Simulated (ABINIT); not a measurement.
## Optical-spectrum calculation of CuAu₃ (part 1 of 2)

CuAu₃ (Pm-3m, 4 atoms in the cell), computed with Kohn-Sham DFT of a periodic cell, PBEsol, PseudoDojo NC SR PBEsol v0.4.1 standard, no spin polarisation (ABINIT 10.8.3).

The structure derives from an entry of the Crystallography Open Database.

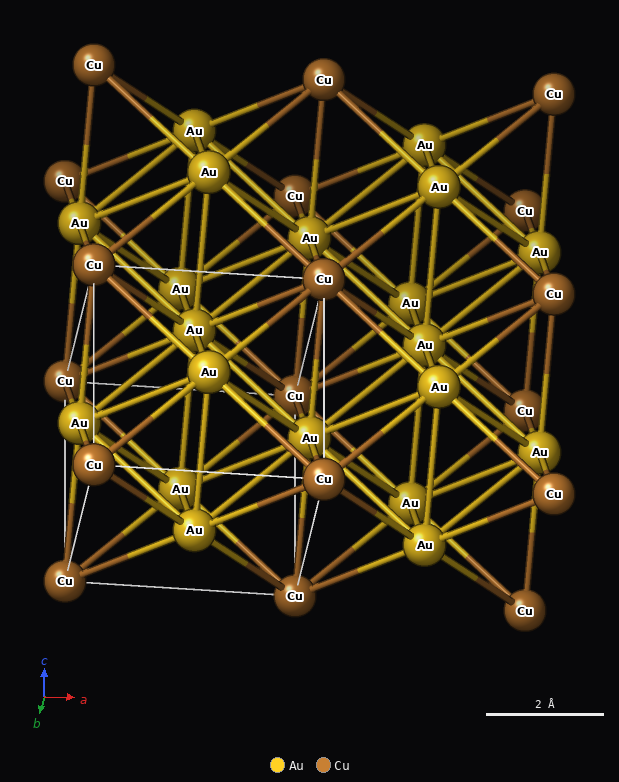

Fig. 1: The structure as given in the input (ball-and-stick view of the cell of the calculation, repeated 2 × 1 × 2, seen at an oblique angle). An atom can appear more than once, as a periodic image. Near neighbours in the periodic cell (some may lie outside the picture): Au has 8 Au at 2.81 Å and 4 Cu at 2.81 Å; Cu has 12 Au at 2.81 Å.

## Input
```
ndtset 3

pp_dirpath "./"
pseudos "Au.upf, Cu.upf"

acell 3*1.0
rprim
     7.5074959733     0.0000000000     0.0000000000
     0.0000000000     7.5074959733     0.0000000000
     0.0000000000     0.0000000000     7.5074959733
ntypat 2
znucl 79 29
natom 4
typat 1 1 1 2
chkprim 0
chksymtnons 0
tolsym 1.0e-6
xred
            1/2            1/2            0.0
            1/2            0.0            1/2
            0.0            1/2            1/2
            0.0            0.0            0.0

ecut 1251.723767 eV
ecutsm 0.5

ngkpt 8 8 8
nshiftk 1
shiftk 0.5 0.5 0.5
istwfk *1

ixc -116133

occopt 3
tsmear 0.00734986

nstep 80

iomode 3
prteig 0
prtebands 0

nband1 46
tolvrs1 1.0e-12
prtden1 1
prtwf1 0
kptopt1 1

iscf2 -3
getden2 1
nband2 50
nbdbuf2 4
tolwfr2 1.0e-12
nstep2 120
prtden2 0
kptopt2 1

optdriver3 8
wfk_task3 "wfk_optics_fullbz"
getwfk3 2
nband3 46
kptopt3 1
prtevk3 1
inclvkb3 2
```

## File optic.abi
```
&FILES
 ddkfile_1 = 'runo_DS3_1_EVK.nc',
 ddkfile_2 = 'runo_DS3_2_EVK.nc',
 ddkfile_3 = 'runo_DS3_3_EVK.nc',
 wfkfile = 'runo_DS3_WFK.nc'
/
&PARAMETERS
 broadening = 0.005512,
 domega = 0.002,
 maxomega = 0.8,
 scissor = 0.000000,
 tolerance = 0.002
/
&COMPUTATIONS
 num_lin_comp = 1,
 lin_comp = 11,
 num_nonlin_comp = 0
/
```

Hardware: 4 threads of Arm Neoverse N1, 98 GiB of memory available, shared host.

Command:
```bash
mpirun --bind-to none -np 4 abinit run.abi > log 2>&1
optic optic.abi > optic.log 2>&1
```

## The program's output
```
.Version 10.8.3 of ABINIT
 DATASET    1 : space group Pm -3 m (#221); Bravais cP (primitive cubic)
================================================================================
 Values of the parameters that define the memory need for DATASET  1.
     intxc =       0    ionmov =       0      iscf =       7    lmnmax =       7
     lnmax =       7     mgfft =      48  mpssoang =       4    mqgrid =    3001
     natom =       4  nloc_mem =       1    nspden =       1   nspinor =       1
    nsppol =       1      nsym =      48    n1xccc =    2501    ntypat =       2
    occopt =       3   xclevel =       2
       mpw =        6327          nfft =      110592          nkpt =          20
================================================================================
================================================================================

 DATASET    2 : space group Pm -3 m (#221); Bravais cP (primitive cubic)
================================================================================
 Values of the parameters that define the memory need for DATASET  2.
     intxc =       0    ionmov =       0      iscf =      -3    lmnmax =       7
     lnmax =       7     mgfft =      48  mpssoang =       4    mqgrid =    3001
     natom =       4  nloc_mem =       1    nspden =       1   nspinor =       1
    nsppol =       1      nsym =      48    n1xccc =    2501    ntypat =       2
    occopt =       3   xclevel =       2
       mpw =        6327          nfft =      110592          nkpt =          20
================================================================================
================================================================================

 DATASET    3 : space group Pm -3 m (#221); Bravais cP (primitive cubic)
================================================================================
 Values of the parameters that define the memory need for DATASET  3.
     intxc =       0    ionmov =       0      iscf =       7    lmnmax =       7
     lnmax =       7     mgfft =      48  mpssoang =       4    mqgrid =    3001
     natom =       4  nloc_mem =       1    nspden =       1   nspinor =       1
    nsppol =       1      nsym =      48    n1xccc =    2501    ntypat =       2
    occopt =       3   xclevel =       2
       mpw =        6327          nfft =      110592          nkpt =          20
================================================================================
================================================================================

--------------------------------------------------------------------------------
------------- Echo of variables that govern the present computation ------------
--------------------------------------------------------------------------------
 -outvars: echo values of preprocessed input variables --------
            acell      1.0000000000E+00  1.0000000000E+00  1.0000000000E+00 Bohr
              amu      1.96966540E+02  6.35460000E+01
          chkprim           0
      chksymtnons           0
             ecut      4.60000000E+01 Hartree
           ecutsm      5.00000000E-01 Hartree
           getden1          0
           getden2          1
           getden3          0
           getwfk1          0
           getwfk2          0
           getwfk3          2
             iscf1          7
             iscf2         -3
             iscf3          7
              ixc     -116133
           jdtset        1    2    3
         kptrlatt        8    0    0      0    8    0      0    0    8
          kptrlen      6.00599678E+01
            natom           4
            nband1         46
            nband2         50
            nband3         46
           nbdbuf1          0
           nbdbuf2          4
           nbdbuf3          0
           ndtset           3
            ngfft          48      48      48
             nkpt          20
            nstep1         80
            nstep2        120
            nstep3         80
             nsym          48
           ntypat           2
           occopt           3
        optdriver1          0
        optdriver2          0
        optdriver3          8
           prtden1          1
           prtden2          0
           prtden3          1
        prtebands           0
           prteig           0
           prtevk1          0
           prtevk2          0
           prtevk3          1
            prtwf1          0
            prtwf2          1
            prtwf3          1
            rprim      7.5074959733E+00  0.0000000000E+00  0.0000000000E+00
                       0.0000000000E+00  7.5074959733E+00  0.0000000000E+00
                       0.0000000000E+00  0.0000000000E+00  7.5074959733E+00
           shiftk      5.00000000E-01  5.00000000E-01  5.00000000E-01
          spgroup         221
           tolsym      1.00000000E-06
           tolvrs1     1.00000000E-12
           tolvrs2     0.00000000E+00
           tolvrs3     0.00000000E+00
           tolwfr1     0.00000000E+00
           tolwfr2     1.00000000E-12
           tolwfr3     0.00000000E+00
           tsmear      7.34986000E-03 Hartree
            typat      1  1  1  2
         wfk_task1          0
         wfk_task2          0
         wfk_task3          7
           xangst      1.9863978887E+00  1.9863978887E+00  0.0000000000E+00
                       1.9863978887E+00  0.0000000000E+00  1.9863978887E+00
                       0.0000000000E+00  1.9863978887E+00  1.9863978887E+00
                       0.0000000000E+00  0.0000000000E+00  0.0000000000E+00
            xcart      3.7537479867E+00  3.7537479867E+00  0.0000000000E+00
                       3.7537479867E+00  0.0000000000E+00  3.7537479867E+00
                       0.0000000000E+00  3.7537479867E+00  3.7537479867E+00
                       0.0000000000E+00  0.0000000000E+00  0.0000000000E+00
             xred      5.0000000000E-01  5.0000000000E-01  0.0000000000E+00
                       5.0000000000E-01  0.0000000000E+00  5.0000000000E-01
                       0.0000000000E+00  5.0000000000E-01  5.0000000000E-01
                       0.0000000000E+00  0.0000000000E+00  0.0000000000E+00
            znucl       79.00000   29.00000

================================================================================

 chkinp: Checking input parameters for consistency, jdtset=   1.

 chkinp: Checking input parameters for consistency, jdtset=   2.

 chkinp: Checking input parameters for consistency, jdtset=   3.

================================================================================
== DATASET  1 ==================================================================

--- !DatasetInfo
iteration_state: {dtset: 1, }
dimensions: {natom: 4, nkpt: 20, mband: 46, nsppol: 1, nspinor: 1, nspden: 1, mpw: 6327, }
cutoff_energies: {ecut:  46.0, pawecutdg:  -1.0, }
electrons: {nelect:   7.60000000E+01, charge:   0.00000000E+00, occopt:   3.00000000E+00, tsmear:   7.34986000E-03, }
meta: {optdriver: 0, ionmov: 0, optcell: 0, iscf: 7, paral_kgb: 0, }
...

 Real(R)+Recip(G) space primitive vectors, cartesian coordinates (Bohr,Bohr^-1):
 R(1)=  7.5074960  0.0000000  0.0000000  G(1)=  0.1332002  0.0000000  0.0000000
 R(2)=  0.0000000  7.5074960  0.0000000  G(2)=  0.0000000  0.1332002  0.0000000
 R(3)=  0.0000000  0.0000000  7.5074960  G(3)=  0.0000000  0.0000000  0.1332002
 Unit cell volume ucvol=  4.2314121E+02 bohr^3
 Angles (23,13,12)=  9.00000000E+01  9.00000000E+01  9.00000000E+01 degrees

 getcut: wavevector=  0.0000  0.0000  0.0000  ngfft=  48  48  48
         ecut(hartree)=     46.000   => boxcut(ratio)=   2.09412

--- Pseudopotential description ------------------------------------------------
- pspini: atom type   1  psp file is ./Au.upf
  79.00000  19.00000  180301                  znucl, zion, pspdat
12 -116133 3 -1 1340                          pspcod,pspxc,lmax,lloc,mmax
     nproj     2     2     2     1

- pspini: atom type   2  psp file is ./Cu.upf
  29.00000  19.00000  180301                  znucl, zion, pspdat
12 -116133 2 -1 1492                          pspcod,pspxc,lmax,lloc,mmax
     nproj     2     2     2     0

   8.99024935E+03                                ecore*ucvol(ha*bohr**3)
--------------------------------------------------------------------------------

================================================================================

--- !BeginCycle
iteration_state: {dtset: 1, }
solver: {iscf: 7, nstep: 80, nline: 4, wfoptalg: 0, }
tolerances: {tolvrs: 1.00E-12, }
...

     iter   Etot(hartree)      deltaE(h)  residm     vres2
 ETOT  1  -629.34473208626    -6.293E+02 3.121E-01 6.875E+03
 ETOT  2  -629.18382190346     1.609E-01 4.132E-02 1.754E+04
 ETOT  3  -631.28180849351    -2.098E+00 2.669E-02 3.138E+03
 ETOT  4  -631.55210077465    -2.703E-01 2.019E-02 1.237E+03
 ETOT  5  -631.41277371755     1.393E-01 1.405E-03 2.334E+03
 ETOT  6  -631.72266790543    -3.099E-01 8.262E-03 5.417E+01
 ETOT  7  -631.72951021419    -6.842E-03 6.613E-03 1.029E+01
 ETOT  8  -631.73028741410    -7.772E-04 1.274E-03 5.877E+00
 ETOT  9  -631.73119422426    -9.068E-04 1.043E-03 9.343E-03
 ETOT 10  -631.73119526419    -1.040E-06 1.388E-04 5.126E-03
 ETOT 11  -631.73119557940    -3.152E-07 1.113E-04 3.444E-03
 ETOT 12  -631.73119609055    -5.112E-07 8.041E-05 3.210E-04
 ETOT 13  -631.73119614288    -5.233E-08 5.073E-05 1.771E-07
 ETOT 14  -631.73119614293    -4.593E-11 4.271E-05 4.943E-09
 ETOT 15  -631.73119614291     2.012E-11 2.633E-05 6.689E-11
 ETOT 16  -631.73119614291    -4.775E-12 2.211E-05 1.711E-12
 ETOT 17  -631.73119614293    -1.808E-11 1.348E-05 1.047E-13

 At SCF step   17       vres2   =  1.05E-13 < tolvrs=  1.00E-12 =>converged.

 Cartesian components of stress tensor (hartree/bohr^3)
  sigma(1 1)=  1.60158141E-06  sigma(3 2)=  0.00000000E+00
  sigma(2 2)=  1.60158141E-06  sigma(3 1)=  0.00000000E+00
  sigma(3 3)=  1.60158141E-06  sigma(2 1)=  0.00000000E+00

--- !ResultsGS
iteration_state: {dtset: 1, }
comment   : Summary of ground state results
lattice_vectors:
- [  7.5074960,   0.0000000,   0.0000000, ]
- [  0.0000000,   7.5074960,   0.0000000, ]
- [  0.0000000,   0.0000000,   7.5074960, ]
lattice_lengths: [   7.50750,    7.50750,    7.50750, ]
lattice_angles: [ 90.000,  90.000,  90.000, ] # degrees, (23, 13, 12)
lattice_volume:   4.2314121E+02
convergence: {deltae: -1.808E-11, res2:  1.047E-13, residm:  1.348E-05, diffor: null, }
etotal    :  -6.31731196E+02
entropy   :   0.00000000E+00
fermie    :   4.58952369E-01
cartesian_stress_tensor: # hartree/bohr^3
- [  1.60158141E-06,   0.00000000E+00,   0.00000000E+00, ]
- [  0.00000000E+00,   1.60158141E-06,   0.00000000E+00, ]
- [  0.00000000E+00,   0.00000000E+00,   1.60158141E-06, ]
pressure_GPa:  -4.7120E-02
xred      :
- [  5.0000E-01,   5.0000E-01,   0.0000E+00, Au]
- [  5.0000E-01,   0.0000E+00,   5.0000E-01, Au]
- [  0.0000E+00,   5.0000E-01,   5.0000E-01, Au]
- [  0.0000E+00,   0.0000E+00,   0.0000E+00, Cu]
cartesian_forces: # hartree/bohr
- [ -0.00000000E+00,  -0.00000000E+00,  -0.00000000E+00, ]
- [ -0.00000000E+00,  -0.00000000E+00,  -0.00000000E+00, ]
- [ -0.00000000E+00,  -0.00000000E+00,  -0.00000000E+00, ]
- [ -0.00000000E+00,  -0.00000000E+00,  -0.00000000E+00, ]
force_length_stats: {min:   0.00000000E+00, max:   0.00000000E+00, mean:   0.00000000E+00, }
...

 Integrated electronic density in atomic spheres:
 ------------------------------------------------
 Atom  Sphere_radius  Integrated_density
    1        2.00000         15.55821353
    2        2.00000         15.55821353
    3        2.00000         15.55821353
    4        2.00000         17.28715738
================================================================================

 ----iterations are completed or convergence reached----
```
